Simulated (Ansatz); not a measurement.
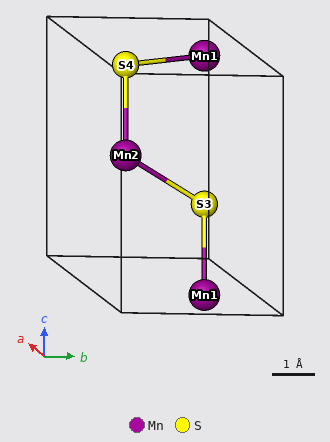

*The input geometry (ball-and-stick view of the cell of the calculation, seen at an oblique angle; atoms are numbered from 1 in the order of the input). An atom can appear more than once, as a periodic image.*

Near neighbours in the periodic cell (some may lie outside the picture): Mn has 4 S at 2.37 to 2.38 Å; S has 4 Mn at 2.37 to 2.38 Å.

## MnS: geometry relaxation

System: MnS (P6₃mc, 4 atoms in the cell).
Method: DFT PBEsol, scalar-relativistic, plane waves, PAW, spin-polarised (Ansatz 0.2.0).

The structure derives from an entry of the Crystallography Open Database. It belongs to a series of runs on one base structure; here: volume × 0.97, shape and atoms relaxed. Figures and captions count atoms from 1; the log counts them from 0 in places.

### The program's output
```
Engine: ansatz 0.2.0, x86_64-unknown-linux-gnu
Pseudopotentials: kind: paw
Pseudopotential: Mn, paw, valence charge 15, recommended cutoff 420 eV (normal), Mn.paw.azcp
Pseudopotential: S, paw, valence charge 6, recommended cutoff 420 eV (normal), S.paw.azcp
Functional definition: PBEsol
  exchange = pbesol_x
  correlation = pbesol_c
Crystal: 4 atoms, lattice volume = 82.308 Å³
Basis set: ecut = 420 eV, 1641 PW (Γ), exchange–correlation on 54×54×90 points (8 copies of the dense FFT grid, shifted against one another)
Bands: 31, of which v1, the nominal top of the filled ones, is band 21 counted from 1 (20 counted from 0)
Symmetry: 12 space group operations
Space group: P63mc (ITA 186), of the structure as read, at distance tolerance 4.3e-5 Å
Magnetic group: BNS 186.203 (UNI 1433), of the structure as read, at distance tolerance 4.3e-5 Å
k-points: 95 of 1152 (time reversal used)
Non-local potential: Mn, projectors of the file, l = 0: 3, l = 1: 2, l = 2: 3, l = 3: 1
Non-local potential: S, projectors of the file, l = 0: 2, l = 1: 2, l = 2: 2
PAW form: soft (Blöchl's): semilocal exchange-correlation on the pseudo side does not see the compensation charge
PAW frozen core: Mn, regenerated for the run's functional, and the local potential with it (the file was generated under x = pbe(κ = 0.804, μ = 0.2195149727645171), c = pbe(β = 0.06672455060314922))
PAW frozen core: S, regenerated for the run's functional, and the local potential with it (the file was generated under x = pbe(κ = 0.804, μ = 0.2195149727645171), c = pbe(β = 0.06672455060314922))
PAW one-centre angular grid: Mn, 590 points (default); XC on 64 Gauss nodes
PAW one-centre angular grid: S, 110 points (default); XC on 64 Gauss nodes
Initial density: superposition of atomic densities (chi_scale 0.1, normalization cell, long waves kept (reshape's long-wave potential 0.00 eV rms))
Starting moments: Σ|m| = 9.26 μB on 4 of 4 sites
Initial wavefunctions: pseudopotential atomic-orbital guess
Functional: x = pbesol(κ = 0.804, μ = 0.12345679012345678), c = pbesol(β = 0.046)
SCF iter   1: F=—  HF=-9506.942906 eV  |F-HF|=—  |Δ(HF+E_count)|=         —  Δρ=4.81e-2 (↑4.81e-2 ↓3.29e-2)  dr2=5.15e0  dr2_m=8.87e-2  M=9.284 μB ∫|m|=9.284 μB  β_m=0.30  ethr=3.10e-3  ⟨swp⟩=5.6  Hψ=22866  notcnv=0
Mixer restart at iter 1: flushing history
preconditioner: auto → Kerker (q_TF=auto, 2.439 Å⁻¹)  [metal: Δε(μ)=0.003 eV  Ē_g=8.225 eV  σ=0.100 eV  W_gap=0.02  n_scr=22 (ndim 8)  ℏωp=20.9 eV  f_vac=0.000  D(μ)=3.04/eV (n_scr^D=22)]
spin=Collinear: Kerker preconditioning applied to the charge; magnetization (m = ρ↑ − ρ↓) channel mixes plain (no charge-response kernel on spin).
SCF iter   2: F=—  HF=-9507.485566 eV  |F-HF|=—  |Δ(HF+E_count)|=   5.43e-1  Δρ=1.98e-2 (↑1.84e-2 ↓1.98e-2)  dr2=1.46e0  dr2_m=1.04e-2  M=9.288 μB ∫|m|=9.288 μB  β_m=0.41  ethr=3.10e-3  ⟨swp⟩=3.0  Hψ=12078  notcnv=0  defer=553
SCF iter   3: F=—  HF=-9508.339000 eV  |F-HF|=—  |Δ(HF+E_count)|=   8.53e-1  Δρ=8.87e-3 (↑6.94e-3 ↓8.87e-3)  dr2=2.60e-1  dr2_m=7.20e-3  M=9.339 μB ∫|m|=9.339 μB  β_m=0.68  ethr=3.10e-3  ⟨swp⟩=2.0  Hψ=8385  notcnv=0  defer=551
SCF iter   4: F=—  HF=-9508.630238 eV  |F-HF|=—  |Δ(HF+E_count)|=         —  Δρ=6.45e-3 (↑3.46e-3 ↓6.45e-3)  dr2=7.18e-2  dr2_m=8.43e-3  M=9.570 μB ∫|m|=9.570 μB  β_m=0.68  ethr=6.19e-4  ⟨swp⟩=2.1  Hψ=9833  notcnv=0  defer=548
Mixer restart at iter 4: flushing history
SCF iter   5: F=—  HF=-9508.642478 eV  |F-HF|=—  |Δ(HF+E_count)|=   1.22e-2  Δρ=3.44e-3 (↑3.44e-3 ↓3.42e-3)  dr2=2.25e-2  dr2_m=6.40e-3  M=9.617 μB ∫|m|=9.617 μB  β_m=0.84  ethr=1.71e-4  ⟨swp⟩=2.3  Hψ=9149  notcnv=0  defer=548
SCF iter   6: F=—  HF=-9508.645292 eV  |F-HF|=—  |Δ(HF+E_count)|=   2.81e-3  Δρ=3.33e-3 (↑3.33e-3 ↓8.22e-4)  dr2=7.70e-3  dr2_m=1.80e-3  M=9.616 μB ∫|m|=9.616 μB  β_m=0.69  ethr=5.36e-5  ⟨swp⟩=2.5  Hψ=10052  notcnv=0  defer=547
SCF iter   7: F=—  HF=-9508.641968 eV  |F-HF|=—  |Δ(HF+E_count)|=   3.32e-3  Δρ=8.17e-4 (↑4.55e-4 ↓8.17e-4)  dr2=1.17e-3  dr2_m=1.21e-4  M=9.627 μB ∫|m|=9.627 μB  β_m=0.85  ethr=1.83e-5  ⟨swp⟩=2.0  Hψ=10792  notcnv=0  defer=547
SCF iter   8: F=—  HF=-9508.643402 eV  |F-HF|=—  |Δ(HF+E_count)|=   1.43e-3  Δρ=4.42e-4 (↑4.42e-4 ↓3.05e-4)  dr2=3.80e-4  dr2_m=5.58e-6  M=9.610 μB ∫|m|=9.610 μB  β_m=0.92  ethr=2.79e-6  ⟨swp⟩=2.0  Hψ=8411  notcnv=0  defer=540
SCF iter   9: F=—  HF=-9508.643596 eV  |F-HF|=—  |Δ(HF+E_count)|=   1.94e-4  Δρ=9.40e-5 (↑9.40e-5 ↓7.97e-5)  dr2=2.56e-5  dr2_m=1.44e-7  M=9.614 μB ∫|m|=9.614 μB  β_m=0.96  ethr=9.04e-7  ⟨swp⟩=2.1  Hψ=8517  notcnv=0  defer=538
SCF iter  10: F=—  HF=-9508.643615 eV  |F-HF|=—  |Δ(HF+E_count)|=   1.97e-5  Δρ=2.33e-5 (↑2.33e-5 ↓1.43e-5)  dr2=1.08e-6  dr2_m=1.34e-7  M=9.615 μB ∫|m|=9.615 μB  β_m=0.98  ethr=6.10e-8  ⟨swp⟩=2.2  Hψ=8540  notcnv=0  defer=538
SCF iter  11: F=—  HF=-9508.643616 eV  |F-HF|=—  |Δ(HF+E_count)|=   9.14e-7  Δρ=4.22e-6 (↑4.22e-6 ↓4.20e-6)  dr2=7.69e-8  dr2_m=2.46e-10  M=9.615 μB ∫|m|=9.615 μB  β_m=0.99  ethr=2.56e-9  ⟨swp⟩=2.0  Hψ=8243  notcnv=0  defer=538
SCF iter  12: F=-9508.643616 eV  HF=-9508.643616 eV  |F-HF|=5.14e-9  |Δ(HF+E_count)|=   1.95e-8  Δρ=3.20e-6 (↑3.20e-6 ↓1.18e-6)  dr2=1.38e-8  dr2_m=1.45e-9  M=9.615 μB ∫|m|=9.615 μB  ethr=1.83e-10  ⟨swp⟩=7.6  Hψ=26083  notcnv=0
SCF 1 converged in 12 iterations: F = -9508.643616 eV  dr2 = 1.38e-8
  greatest PAW one-centre occupation: 1.003 electrons in one spin orbital (limit 2), on the Mn atom at site 0 (counted from 0), in its partial waves of l = 1
relax step   1: F+E_penalty+E_count = -9508.64361634 eV  Δ(F+E_penalty+E_count) = +0.000e0 eV  max|allowed force component| = 2.139e-3 eV/Å  Δτ_max = 0.0000 Å  P = +1.439 GPa  Ω = 82.308 Å³  fix = [volume]  reactions: volume +1.439 GPa  (12 SCF iters, dr2 threshold 1.00e-7 eV, accepted)
Initial density: handed on by an earlier stage of this run
Starting moments: Σ|m| = 9.26 μB on 4 of 4 sites; this step starts from the density that it was given
Initial wavefunctions: pseudopotential atomic-orbital guess (no wavefunctions were taken with the density)
iter 1 solved again at ethr=7.90e-8 eV; its pass at ethr=3.10e-3 eV (dr2=3.32e-5 eV) is discarded
SCF iter   1: F=—  HF=-9508.643610 eV  |F-HF|=—  |Δ(HF+E_count)|=         —  Δρ=3.07e-6 (↑3.07e-6 ↓1.16e-6)  dr2=1.26e-8  dr2_m=1.47e-9  M=9.615 μB ∫|m|=9.615 μB  β_m=0.65  ethr=7.90e-8  ⟨swp⟩=3.0  Hψ=41526  notcnv=0
preconditioner: auto → none  [metal: Δε(μ)=0.011 eV  Ē_g=8.422 eV  σ=0.100 eV  W_gap=0.06  n_scr=8 (ndim 8)  ℏωp=20.9 eV  f_vac=0.035  D(μ)=2.41/eV (n_scr^D=22)]
SCF iter   2: F=—  HF=-9508.643616 eV  |F-HF|=—  |Δ(HF+E_count)|=   5.95e-6  Δρ=2.78e-6 (↑2.78e-6 ↓7.38e-7)  dr2=6.60e-9  dr2_m=9.38e-10  M=9.615 μB ∫|m|=9.615 μB  β_m=0.37  ethr=3.01e-11  ⟨swp⟩=2.2  Hψ=10072  notcnv=0
SCF iter   3: F=—  HF=-9508.643616 eV  |F-HF|=—  |Δ(HF+E_count)|=   1.50e-9  Δρ=5.08e-7 (↑4.29e-7 ↓5.08e-7)  dr2=6.84e-10  dr2_m=3.92e-11  M=9.615 μB ∫|m|=9.615 μB  β_m=0.52  ethr=1.57e-11  ⟨swp⟩=2.4  Hψ=9398  notcnv=0
SCF iter   4: F=—  HF=-9508.643616 eV  |F-HF|=—  |Δ(HF+E_count)|=   1.45e-9  Δρ=3.14e-7 (↑2.01e-7 ↓3.14e-7)  dr2=5.26e-11  dr2_m=4.26e-11  M=9.615 μB ∫|m|=9.615 μB  β_m=0.76  ethr=1.63e-12  ⟨swp⟩=2.0  Hψ=8130  notcnv=0
SCF iter   5: F=-9508.643616 eV  HF=-9508.643616 eV  |F-HF|=3.64e-12  |Δ(HF+E_count)|=  2.47e-10  Δρ=3.11e-7 (↑2.41e-7 ↓3.11e-7)  dr2=1.98e-11  dr2_m=5.54e-11  M=9.615 μB ∫|m|=9.615 μB  ethr=1.00e-12  ⟨swp⟩=2.6  Hψ=18474  notcnv=0
SCF 2 converged in 5 iterations: F = -9508.643616 eV  dr2 = 1.98e-11
relax step   2: F+E_penalty+E_count = -9508.64361635 eV  Δ(F+E_penalty+E_count) = -7.050e-9 eV  max|allowed force component| = 2.138e-3 eV/Å  Δτ_max = 0.0000 Å  P = +1.439 GPa  Ω = 82.308 Å³  fix = [volume]  reactions: volume +1.439 GPa  stress off target by 4.49e-2 GPa on what of the cell is left free  SCF on the basis re-selected at this cell (its energy is not comparable with the rows above)  (5 SCF iters)
```

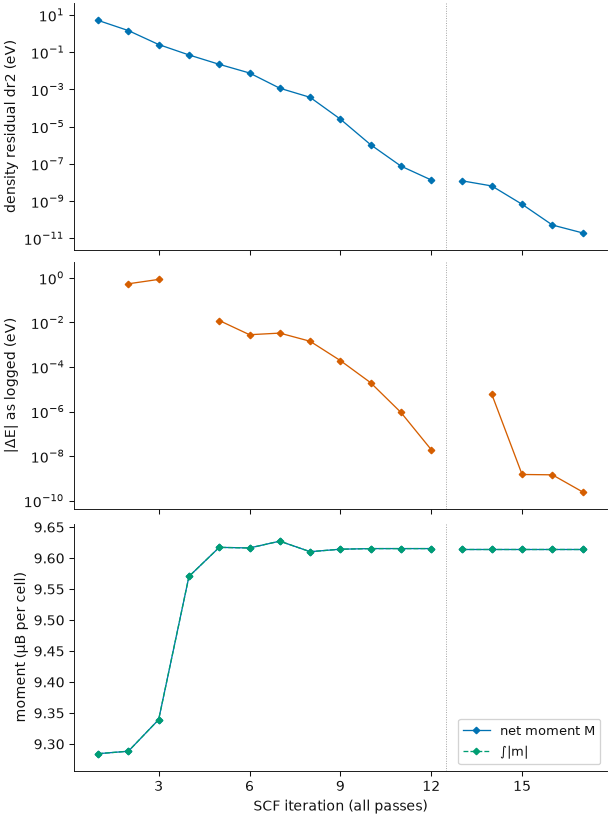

*Convergence of the self-consistent field: density residual dr2, size of the energy change and magnetic moment against the SCF iteration. The dotted lines part the SCF passes of the relaxation: geometry steps, rejected trials and re-solves on a re-selected basis.*

The passes take 12 and 5 iterations. The net moment goes from 9.3 to 9.6 μB per cell.

```
basis re-selected at this cell: Δ(F+E_penalty+E_count) = -7.050e-9 eV, ΔP = +0.000 GPa vs the last step (what re-selecting the basis moved, of the pressure what is left beyond the Pulay correction that the steps carried, after the strain that the cell walked since its last selection, with what the two solves' SCF thresholds leave and, on support functions, any second-order correction that the steps lacked; it is no measure of the basis error at this ecutwfc). This SCF's stress stands 4.49e-2 GPa from its target on what of the cell is left free (relax.cell.stress_tol is 1.00e-1 GPa) and its largest allowed force component is 2.14e-3 eV/Å (relax.f_tol is 1.00e-2 eV/Å): within both
WARN: an SCF from ferrimagnetic starting moments (-4.49, 4.49, 0.14, 0.14 Bohr magnetons, atom by atom) was not made, by what the run has read of turns of its moments that order reads lower: the deck asks for what bars it, or types moments that do (magnetization.spin_polarized, in the input reference, names some of the keys), or the run goes by scf.lower_state_search: light, the default, which as a rule tries one only behind a close that has lost an order of both signs, or on which an open d or half-filled 4f shell of a PAW file has lost a moment that was set nearer to Hund's than to what is left; or, under a Hubbard U, one that names an f shell that the input leaves bare beside given moments, or a larger moment for a shell of low spin that is given one. standard, with a start from the atoms, tries one behind each close (in a relaxation, ahead of its steps or at their end). To set out from that order, type those moments (crystal.atoms[].spin; where shells were raised to Hund's moment, beside crystal.symmetry.detect: false) under scf.lower_state_search: light. The bands of the close that named these starting moments, or of the one ahead of a search that led to it (under cold or Methfessel-Paxton smearing those of the Gaussian ahead of it) read a cost of -508.57 meV for the turn to them, carried on from a small turn (-508.57 by the pairs of d shells alone)
SCF converged after 5 iterations
Magnetization: 9.6154 μB (25.8077 up, 16.1923 down)
Absolute magnetization: 9.6154 μB (∫|ρ↑−ρ↓|, with the PAW one-centre terms)
Spin contamination: 0.0436 ħ² per cell (⟨S²⟩ above its minimum at these occupations)
Per-site moments (μB) at R_I (Å): [(4.004763268654444, 0.9781897965428737), (4.004763268654447, 0.9781897965428737), (0.12072229470121326, 0.9781897965428737), (0.1207222947012123, 0.9781897965428737)]
Free energy (F): -9508.643616 eV
Harris-Foulkes:  -9508.643616 eV  (|F-HF|=3.64e-12)
Internal energy: -9508.631576 eV  (E = F + TS)
E sigma→0 (E₀):  -9508.637596 eV
Entropy (-TS):   -0.012040 eV (-3.010 meV/atom)
Fermi energy:    8.120570 eV
--- Per-component energies (eV) ---
  E_band       = -685.170733
  E_kinetic    = 814.063313
  E_local      = -5483.323953  (includes V_loc(G=0)·N_el)
  E_nonlocal   = 561.489024
  E_hartree    = 2250.832712
  E_xc         = -413.205086
  E_vxc        = -458.573804  (∫ρ·V_xc dr)
  E_paw        = -3719.847979  (= ΣΔE_a)
  E_vpaw       = -620.490434  (= ΣTr[D̂ρ^β])
  E_aug_tail   = -0.000017  (compensation charges beyond the density's cutoff)
  E_ewald      = -3519.102790
  E_core_change = 0.463199  (= ΣΔE_core)
  E_smearing   = -0.012040  (= −TS)
  E_closure    = -0.000000  (closes the sum)
  Σ components = -9508.643616   (vs F -9508.643616, Δ=0.00e0)
--- Forces (eV/Å), atoms counted from 1 ---
  atom   1  Mn     0.00000000     0.00000000     0.00213800
  atom   2  Mn    -0.00000000     0.00000000     0.00213800
  atom   3  S      0.00000000     0.00000000    -0.00213820
  atom   4  S     -0.00000000    -0.00000000    -0.00213820
  max |Σ_I F_I| component: 4.02e-7 eV/Å
--- Stress (GPa, compression-positive) ---
        1.416893      -0.000000       0.000000
       -0.000000       1.416893       0.000000
        0.000000      -0.000000       1.484227
  P = ⅓ Tr σ = 1.4393 GPa (14.393 kbar)
--- Band table (eV; the first three rows and the last of 190) ---
  k-point 0 ↑: bands = ["-73.4427", "-73.4425", "-42.3248", "-42.3248", "-42.3240", "-42.3240", "-42.3144", "-42.3093", "-6.1341", "-5.3139", "2.0276", "3.1019", "3.1019", "3.1751", "3.2404", "3.2404", "4.8633", "4.8633", "5.1772", "5.1772", "5.4138", "7.5673", "7.5673", "8.4865", "8.6725", "8.6725", "9.3208", "10.9234", "13.8659", "13.8659", "14.3022"]
  k-point 1 ↑: bands = ["-73.4427", "-73.4425", "-42.3248", "-42.3248", "-42.3240", "-42.3240", "-42.3142", "-42.3095", "-6.1063", "-5.3493", "2.0605", "3.1040", "3.1040", "3.1187", "3.2316", "3.2316", "4.8793", "4.8793", "5.1703", "5.1703", "5.5130", "7.6038", "7.6038", "8.2007", "8.6250", "8.6250", "9.6448", "10.9302", "13.8749", "13.8749", "14.1417"]
  k-point 2 ↑: bands = ["-73.4427", "-73.4425", "-42.3247", "-42.3247", "-42.3241", "-42.3241", "-42.3136", "-42.3101", "-6.0260", "-5.4479", "2.1585", "2.9651", "3.1112", "3.1112", "3.2084", "3.2084", "4.9231", "4.9231", "5.1480", "5.1480", "5.7935", "7.7104", "7.7104", "7.7231", "8.4920", "8.4920", "10.1889", "10.9486", "13.8272", "13.9168", "13.9168"]
  k-point 94 ↓: bands = ["-68.9499", "-68.9499", "-37.9138", "-37.9138", "-37.9125", "-37.9125", "-37.8938", "-37.8938", "-4.8437", "-4.8437", "3.0877", "3.0877", "3.6851", "3.6851", "4.9235", "4.9235", "8.2993", "8.2993", "8.9845", "8.9845", "9.3482", "9.3482", "9.4620", "9.4620", "10.0494", "10.0494", "13.9149", "13.9149", "14.6178", "14.6178", "15.8041"]
--- Relaxed structure (1 steps of the walk, 1 accepted, 1 SCFs on fresh bases) ---
  F+E_penalty+E_count = -9508.64361635 eV   max|allowed force component| = 2.138e-3 eV/Å   (the final SCF, on the basis selected at the relaxed cell)
  cell:  # Å, volume = 82.3084 Å³
    - [3.892849507497263, 2.886752071860206e-11, 0.0]
    - [-1.9464247537736314, 3.3713065665879363, 0.0]
    - [0.0, 0.0, 6.2715969487]
  atoms:
    - { symbol: Mn, position: [0.33333333333333326, 0.6666666666666666, 0.0027944062999999994] }
    - { symbol: Mn, position: [0.6666666666666666, 0.3333333333333333, 0.5027944062999999] }
    - { symbol: S, position: [0.33333333333333326, 0.6666666666666666, 0.38220559369999996] }
    - { symbol: S, position: [0.6666666666666666, 0.3333333333333333, 0.8822055936999998] }
--- Löwdin populations: 4 sites ---
  site symbol       q [e]    m [muB]
     0     Mn     14.0045     4.4172
     1     Mn     14.0045     4.4172
     2      S      6.8140     0.2866
     3      S      6.8140     0.2866
  spilling = 0.008643 (of n_electrons = 42.000000)
```

### Trajectory as extended XYZ (Å, eV, eV/Å), 2 frames, from step=1 to step=2
```
4
Lattice="3.8929 0.0000 0.0000 -1.9464 3.3713 0.0000 0.0000 0.0000 6.2716" Properties=species:S:1:pos:R:3:forces:R:3 step=1 energy=-9508.64362 pressure_GPa=1.44
Mn    0.0000    2.2475    0.0175    0.0000   0.0000   0.0021
Mn    1.9464    1.1238    3.1533    0.0000   0.0000   0.0021
S     0.0000    2.2475    2.3970    0.0000   0.0000  -0.0021
S     1.9464    1.1238    5.5328    0.0000   0.0000  -0.0021
4
Lattice="3.8929 0.0000 0.0000 -1.9464 3.3713 0.0000 0.0000 0.0000 6.2716" Properties=species:S:1:pos:R:3:forces:R:3 step=2 energy=-9508.64362 pressure_GPa=1.44
Mn    0.0000    2.2475    0.0175    0.0000   0.0000   0.0021
Mn    1.9464    1.1238    3.1533    0.0000   0.0000   0.0021
S     0.0000    2.2475    2.3970    0.0000   0.0000  -0.0021
S     1.9464    1.1238    5.5328    0.0000   0.0000  -0.0021
```

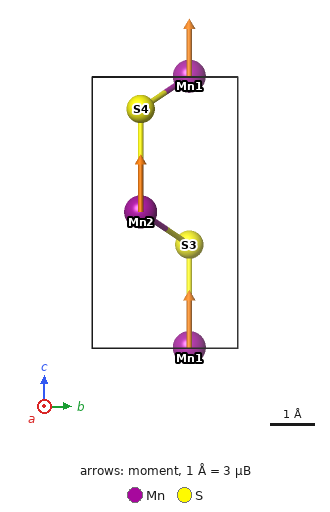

*Magnetic moments of the sites as orange arrows (ball-and-stick view of the cell of the calculation, along the a axis; atoms are numbered from 1 in the order of the input); small moments hardly show. The run is collinear, so the axis drawn is arbitrary.*

Site moments: Mn1, Mn2 (4.00 μB); S3, S4 (0.12 μB). They are counted near the atoms and needn't add up to the moment of the cell.

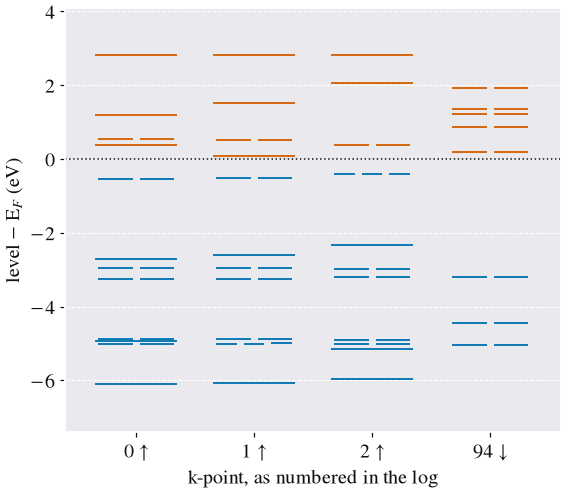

*Kohn–Sham levels near the Fermi level (dotted) at the few k-points that the log prints; levels within 0.02 eV of each other stand side by side.*

The system is metallic on the full mesh.

The run was set up as follows.

### The input
```yaml
crystal:
  lattice:
    - [3.8928495075, 0.0, 0.0]
    - [-1.9464247538, 3.3713065666, 0.0]
    - [0.0, 0.0, 6.2715969487]
  atoms:
    - { symbol: Mn, position: [0.3333333333, 0.6666666667, 0.0027944063], spin: 4.49 }
    - { symbol: Mn, position: [0.6666666667, 0.3333333333, 0.5027944063], spin: 4.49 }
    - { symbol: S, position: [0.3333333333, 0.6666666667, 0.3822055937], spin: 0.14 }
    - { symbol: S, position: [0.6666666667, 0.3333333333, 0.8822055937], spin: 0.14 }
basis:
  ecutwfc: 420
kpoints:
  mp_grid: { grid: [12, 12, 8] }
hamiltonian:
  xc: pbesol
scf:
  occupations: { method: gaussian, width: 0.1 }
output:
  forces: true
  stress: true
  eigenvalues: true
  populations: true
magnetization:
  spin_polarized: true
relax:
  adjacent_minimum: "off"
  f_tol: 0.01
  max_steps: 30
  cell: { stress_tol: 0.1, fix: [volume] }
```

Launched with:
```bash
ansatz run input.yaml --threads 1 --pin off --max-ram 2560MiB --backend cpu --events-out ev --progress --plain --runs-dir out
```

### Key numbers

| quantity | value |
| --- | --- |
| outcome | converged |
| space group (tolerance 0.01 Å) | P6₃mc (186) |
| electrons treated | 42 |
| free energy | −9508.6436 eV |
| Fermi energy | 8.121 eV |
| gap on the k-point mesh | none (metallic) |
| net moment of the cell | 9.62 μB |
| integrated absolute moment | 9.62 μB |
| pressure | 1.44 GPa |
| final volume | 82.31 Å³ |
| largest force (length of the vector) at the end | 0.002 eV/Å |
| final cell | a = 3.893 Å, b = 3.893 Å, c = 6.272 Å, α = 90.00°, β = 90.00°, γ = 120.00° |
| hardware | 1 thread of Intel Xeon @ 2.50GHz (Skylake/Cascade Lake), 189 GiB of memory available, shared host |
| wall time | 3.3 min |
| peak memory | 0.65 GiB |

### Remarks

The electronic state found may not be the lowest one. Warnings of the run: another magnetic order may lie lower.
